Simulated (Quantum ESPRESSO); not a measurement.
## CaO (Lime): a mode Grüneisen parameter, worked out

Aim: the Grüneisen parameter and the pressure coefficient of an optical mode of CaO (Lime).

Main program and level: Quantum ESPRESSO 7.5; DFT PBE, scalar-relativistic, plane waves, PseudoDojo norm-conserving pseudopotentials.

### 1. Set-up

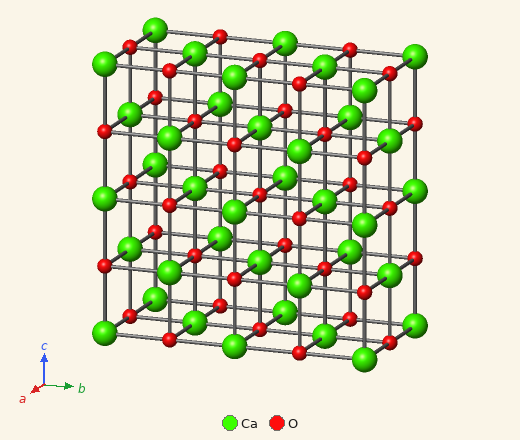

Start, viewed slightly off an axis; calcium green, oxygen red. 1×2×2 cells are drawn. This picture shows the conventional cell, with its axes. Some periodic images of atoms are drawn too.

As a file:

```
Ca O
1.0
    -2.41331    0.00000    2.41331
     0.00000    2.41331    2.41331
    -2.41331    2.41331    0.00000
Ca O
1 1
Direct
  0.00000 0.00000 0.00000
  0.50000 0.50000 0.50000
```

This is the cell after its relaxation at this level of theory, not the database cell from which that began.

### 2. Runs at several volumes

The relaxed cell is scaled uniformly; in this structure symmetry fixes all atoms, so nothing has to be relaxed anew. Each volume gets a ground state and a response at Γ. The mode followed is the highest one without the macroscopic field, of symmetry T1u; longitudinal polar modes lie higher. Cutoff 92 Ry, k mesh 8×8×8.

From the response at V/V₀ = 0.97:

Output:

```text
[banners, grids, parts of the stress and lines that vanish by symmetry left out]
Program PHONON v.7.5
     Reading xml data from directory:

[...]
Exchange-correlation= PBE
                           (   1   4   3   4   0   0   0)
[...]
kinetic-energy cut-off    =      92.0000  Ry
     charge density cut-off    =     368.0000  Ry
     convergence threshold     =      1.0E-18
[...]
Exchange-correlation= PBE
                           (   1   4   3   4   0   0   0)
[...]
q = (   0.0000000   0.0000000   0.0000000 )
     49 Sym.Ops. (with q -> -q+G )
     G cutoff =  759.8934  (  22075 G-vectors)     FFT grid: ( 40, 40, 40)
     number of k points=    29
[...]
Mode symmetry, O_h (m-3m)  point group:
[...]
Dielectric constant
[...]
End of electric fields calculation
          Dielectric constant in cartesian axis
          (       3.783724953       0.000000000      -0.000000000 )
          (       0.000000000       3.783724953       0.000000000 )
          (       0.000000000       0.000000000       3.783724953 )
          Effective charges (d Force / dE) in cartesian axis without acoustic sum rule applied (asr)
           atom    1  Ca    Mean Z*:        2.36370
      Ex  (        2.36370        0.00000       -0.00000 )
      Ey  (        0.00000        2.36370       -0.00000 )
      Ez  (       -0.00000       -0.00000        2.36370 )
           atom    2  O     Mean Z*:       -2.36348
      Ex  (       -2.36348       -0.00000        0.00000 )
      Ey  (       -0.00000       -2.36348       -0.00000 )
      Ez  (        0.00000        0.00000       -2.36348 )
          Effective charges Sum: Mean:        0.00022
[...]
Effective charges (d Force / dE) in cartesian axis with asr applied:
           atom    1  Ca    Mean Z*:        2.36359
[...]
atom    2  O     Mean Z*:       -2.36359
[...]
Representation #   1 modes #   1   2   3
[...]
End of self-consistent calculation
     Convergence has been achieved
     Representation #   2 modes #   4   5   6
[...]
End of self-consistent calculation
     Convergence has been achieved
[...]
Dielectric constant in cartesian axis
          (       3.783724953       0.000000000      -0.000000000 )
          (       0.000000000       3.783724953       0.000000000 )
          (       0.000000000       0.000000000       3.783724953 )
          Effective charges (d Force / dE) in cartesian axis without acoustic sum rule applied (asr)
           atom    1  Ca    Mean Z*:        2.36370
      Ex  (        2.36370        0.00000       -0.00000 )
      Ey  (        0.00000        2.36370       -0.00000 )
      Ez  (       -0.00000       -0.00000        2.36370 )
           atom    2  O     Mean Z*:       -2.36348
      Ex  (       -2.36348       -0.00000        0.00000 )
      Ey  (       -0.00000       -2.36348       -0.00000 )
      Ez  (        0.00000        0.00000       -2.36348 )
          Effective charges Sum: Mean:        0.00022
[...]
Effective charges (d Force / dE) in cartesian axis with asr applied:
           atom    1  Ca    Mean Z*:        2.36359
[...]
atom    2  O     Mean Z*:       -2.36359
[...]
q = (    0.000000000   0.000000000   0.000000000 )
[...]
freq (    1) =       0.212144 [THz] =       7.076363 [cm-1]
     freq (    2) =       0.212144 [THz] =       7.076363 [cm-1]
     freq (    3) =       0.212144 [THz] =       7.076363 [cm-1]
     freq (    4) =       8.315510 [THz] =     277.375550 [cm-1]
     freq (    5) =       8.315510 [THz] =     277.375550 [cm-1]
     freq (    6) =       8.315510 [THz] =     277.375550 [cm-1]
[...]
Mode symmetry, O_h (m-3m)  point group:
     freq (   1-   3) =          7.1  [cm-1]   --> T_1u G_15  G_4- I
     freq (   4-   6) =        277.4  [cm-1]   --> T_1u G_15  G_4- I

   JOB DONE.
```

One volume, V/V₀ = 1, is held back as a test.

```tsv
V/V₀	volume (Å³/atom)	pressure (GPa)	ω (cm⁻¹)
0.97	13.634	3.44	277.38
1	14.055	0.00	held back
1.03	14.477	-2.92	234.35
```

### 3. The fit

The mode Grüneisen parameter is γ = −d ln ω / d ln V.

```tsv
ln(V/V₀)	ln ω
-0.0305	5.6254
0.0296	5.4568
```

A straight line through these points has the slope -2.809, so γ = 2.81; at V/V₀ = 1 it predicts ω = exp(5.5398 + 0.0000) = 254.64 cm⁻¹.

A parabola of pressure against ln V through V/V₀ = 0.97, 1 and 1.03 gives the bulk modulus B = −dP/d ln V = 106 GPa at V₀. With ω₀ from the fitted line the pressure coefficient follows as dω/dP = γ ω₀ / B = 2.81 × 254.6 / 106 = 6.76 cm⁻¹/GPa.

### 4. The run that was held back

Output:

```text
[banners, grids, parts of the stress and lines that vanish by symmetry left out]
[banner, memory and clock lines left out]
Program PHONON v.7.5

[...]
Exchange-correlation= PBE
                           (   1   4   3   4   0   0   0)
[...]
(   8 q-points):
[...]
kinetic-energy cut-off    =      92.0000  Ry
     charge density cut-off    =     368.0000  Ry
     convergence threshold     =      1.0E-18
[...]
Exchange-correlation= PBE
                           (   1   4   3   4   0   0   0)
[...]
q = (   0.0000000   0.0000000   0.0000000 )
     49 Sym.Ops. (with q -> -q+G )
     G cutoff =  775.4817  (  22419 G-vectors)     FFT grid: ( 40, 40, 40)
     number of k points=    29
[...]
Mode symmetry, O_h (m-3m)  point group:
[...]
Dielectric constant
[...]
End of electric fields calculation
          Dielectric constant in cartesian axis
          (       3.772566173      -0.000000000       0.000000000 )
          (       0.000000000       3.772566173       0.000000000 )
          (       0.000000000       0.000000000       3.772566173 )
          Effective charges (d Force / dE) in cartesian axis without acoustic sum rule applied (asr)
           atom    1  Ca    Mean Z*:        2.35414
      Ex  (        2.35414       -0.00000        0.00000 )
      Ey  (       -0.00000        2.35414       -0.00000 )
      Ez  (        0.00000        0.00000        2.35414 )
           atom    2  O     Mean Z*:       -2.35390
      Ex  (       -2.35390        0.00000       -0.00000 )
      Ey  (       -0.00000       -2.35390        0.00000 )
[...]
Convergence has been achieved
[...]
Convergence has been achieved
[...]
Convergence has been achieved
[...]
q = (    0.000000000  -1.000000000   0.000000000 )
[...]
freq (    5) =       8.502100 [THz] =     283.599544 [cm-1]
     freq (    6) =      11.496309 [THz] =     383.475594 [cm-1]
[...]
Mode symmetry, D_4h(4/mmm) point group:
     freq (   1-   2) =        197.9  [cm-1]   --> E_u  X_5' M_5'
     freq (   3-   3) =        278.0  [cm-1]   --> A_2u X_4' M_4'
     freq (   4-   5) =        283.6  [cm-1]   --> E_u  X_5' M_5'
     freq (   6-   6) =        383.5  [cm-1]   --> A_2u X_4' M_4'
[...]
Mode symmetry, D_2d (-42m) point group:
[...]
Representation #   1 mode #   1
[...]
Convergence has been achieved
     Representation #   2 mode #   2
[...]
Convergence has been achieved
     Representation #   3 modes #   3   4
[...]
End of self-consistent calculation
     Convergence has been achieved
     Representation #   4 modes #   5   6
[...]
End of self-consistent calculation
     Convergence has been achieved
[...]
q = (   -0.500000000  -1.000000000   0.000000000 )
[...]
freq (    1) =       6.893080 [THz] =     229.928406 [cm-1]
     freq (    2) =       7.571143 [THz] =     252.546134 [cm-1]
     freq (    3) =       7.571143 [THz] =     252.546134 [cm-1]
     freq (    4) =      10.031452 [THz] =     334.613216 [cm-1]
     freq (    5) =      10.031452 [THz] =     334.613216 [cm-1]
     freq (    6) =      10.363341 [THz] =     345.683850 [cm-1]
[...]
Mode symmetry, D_2d (-42m) point group:
     freq (   1-   1) =        229.9  [cm-1]   --> B_2  X_3  W_2
     freq (   2-   3) =        252.5  [cm-1]   --> E    X_5  W_3
     freq (   4-   5) =        334.6  [cm-1]   --> E    X_5  W_3
     freq (   6-   6) =        345.7  [cm-1]   --> A_1  X_1  W_1
```

It gives 255.64 cm⁻¹ against the predicted 254.64 cm⁻¹, a miss of 1 cm⁻¹.

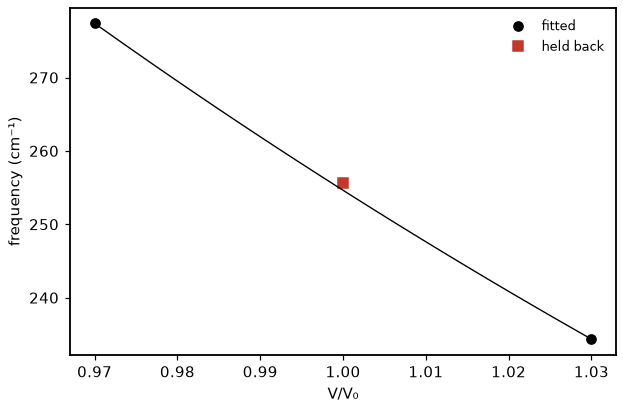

Frequency against volume, with the power-law fit.

### 5. Outcome

| Quantity | Value |
| --- | --- |
| mode Grüneisen parameter | 2.809 |
| bulk modulus | 106 GPa |
| pressure coefficient | 6.76 cm⁻¹/GPa |

**Reading.** The highest optical mode of CaO (Lime) without the LO-TO term stiffens by 6.76 cm⁻¹ a GPa near the relaxed volume, with γ = 2.81. The power law meets all 3 runs within 0.40 %; between neighbouring volumes γ runs from 2.68 to 2.94. Such a coefficient turns a measured shift of this mode into a hydrostatic stress; uniaxial or biaxial stress splits the mode and needs deformation potentials. These are harmonic values at zero temperature for the structure held cubic, which a run at Γ can't show to be stable; the bulk modulus rests on three points.

[Host names and launcher messages were left out of these logs when they were recorded.]

[Logs are printed without paths, hosts, clocks, repeated set-up lines and the standing remarks that a program may print on its own settings, such as how far it seeks lower states.]

[Hosts, paths, dates, database ids (printed as entryN), source tags and the programs' standing remarks are cut or masked in the printed files.]
